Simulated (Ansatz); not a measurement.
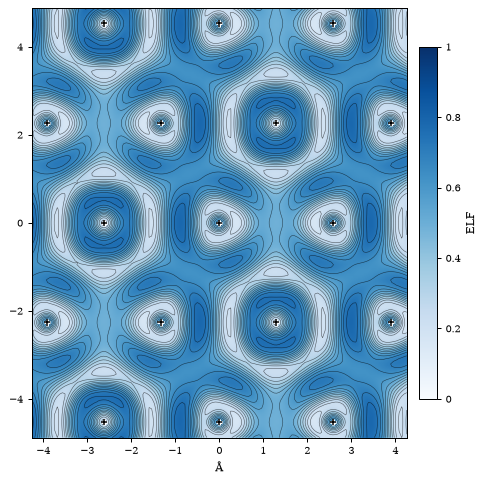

The ELF on a plane through atoms (crosses mark nuclei in the plane).

Theory: DFT r2SCAN, scalar-relativistic, plane waves, PAW (Ansatz 0.2.0).

Candidates:
A. TiSi, a = 3.63 Å, b = 4.24 Å, c = 3.80 Å, α = 90.00°, β = 90.00°, γ = 90.00°. Space group Cmmm; a structure from a database of computed crystals, not necessarily the ambient phase; computed without spin polarisation.
B. Si₂Mo, a = 3.20 Å, b = 3.20 Å, c = 7.82 Å, α = 90.00°, β = 90.00°, γ = 90.00°. Space group I4/mmm; computed without spin polarisation.

Question: Which candidate gave the map?

Answer: Candidate B: Si₂Mo on the (110) plane of the conventional cell, which holds Si and Mo. Si–Mo (2.60 Å): the ELF peaks at about 0.70 in the valence shell of Si, 0.9 Å from its nucleus, and is about 0.40 at the midpoint.
